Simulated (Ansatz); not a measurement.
This input was run:

```
crystal:
  lattice:
    - [2.7103489754, 0.0, 0.0]
    - [-1.3551744877, 3.5186698401, 0.0]
    - [0.0, 0.0, 25.7833812013]
  atoms:
    - { symbol: V, position: [0.8708287574, 0.7416575147, 0.290885045] }
    - { symbol: "N", position: [0.1579116331, 0.3158232662, 0.302188556] }
    - { symbol: V, position: [0.5933260118, 0.1866520236, 0.3587061115] }
    - { symbol: "N", position: [0.8804088875, 0.7608177751, 0.3700096225] }
    - { symbol: V, position: [0.3158232662, 0.6316465324, 0.426527178] }
    - { symbol: "N", position: [0.602906142, 0.2058122839, 0.437830689] }
    - { symbol: V, position: [0.0383205206, 0.0766410413, 0.4943482445] }
    - { symbol: "N", position: [0.3254033964, 0.6508067928, 0.5056517555] }
    - { symbol: V, position: [0.7608177751, 0.5216355501, 0.562169311] }
    - { symbol: "N", position: [0.0479006508, 0.0958013016, 0.573472822] }
    - { symbol: V, position: [0.4833150295, 0.966630059, 0.6299903775] }
    - { symbol: "N", position: [0.7703979052, 0.5407958105, 0.6412938885] }
    - { symbol: V, position: [0.2058122839, 0.4116245678, 0.697811444] }
    - { symbol: "N", position: [0.4928951597, 0.9857903193, 0.709114955] }
basis:
  ecutwfc: 420
kpoints:
  mp_grid: { grid: [14, 10, 1] }
hamiltonian:
  xc: pbesol
scf:
  occupations: { method: gaussian, width: 0.1 }
  mixing: { beta: 0.02 }
  max_iter: 58
output:
  forces: true
  stress: true
  eigenvalues: true
efield:
  axis: 3
  dipole_correction: true
  ramp_width: 0.04
```

Launched with:
```bash
ansatz run input.yaml --threads 1 --pin off --max-ram 2560MiB --backend cpu --events-out ev --progress --plain --runs-dir out
```

What does the potential across the slab give for the work function?

The work function is 4.20 eV at the right face and 3.48 eV at the left. The vacuum level is 0.72 eV higher at the right than at the left, so the slab carries a dipole along its normal; the ramp in the vacuum, at or near the edge of the plot, is the dipole correction that keeps each side flat. The outermost atoms are 10.8 Å apart, which leaves 15.0 Å of vacuum in a cell 25.8 Å high.

The run has no spin polarisation, so a magnetic state may lie lower. The atoms aren't at rest in this cell (largest force 1.5 eV/Å), so the relaxed material can differ.

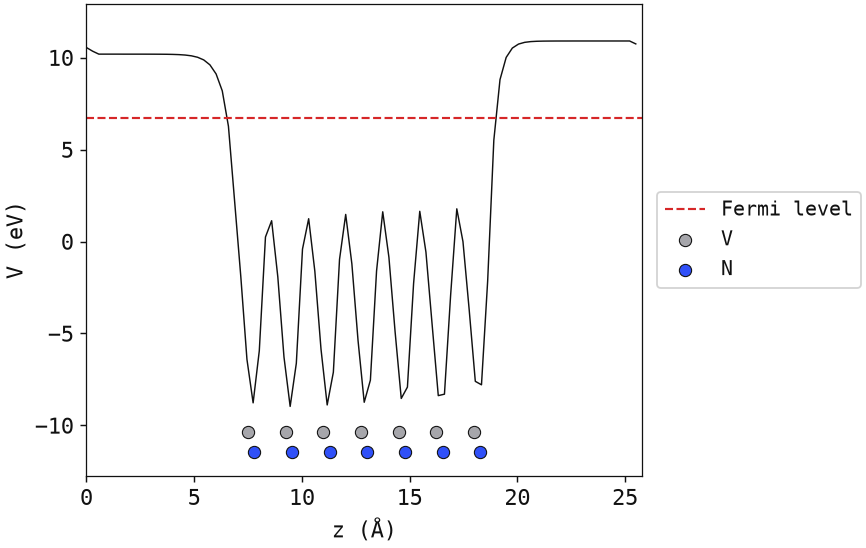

Plane-averaged electrostatic potential energy of an electron across the slab; circles at the bottom mark the heights of the atoms.
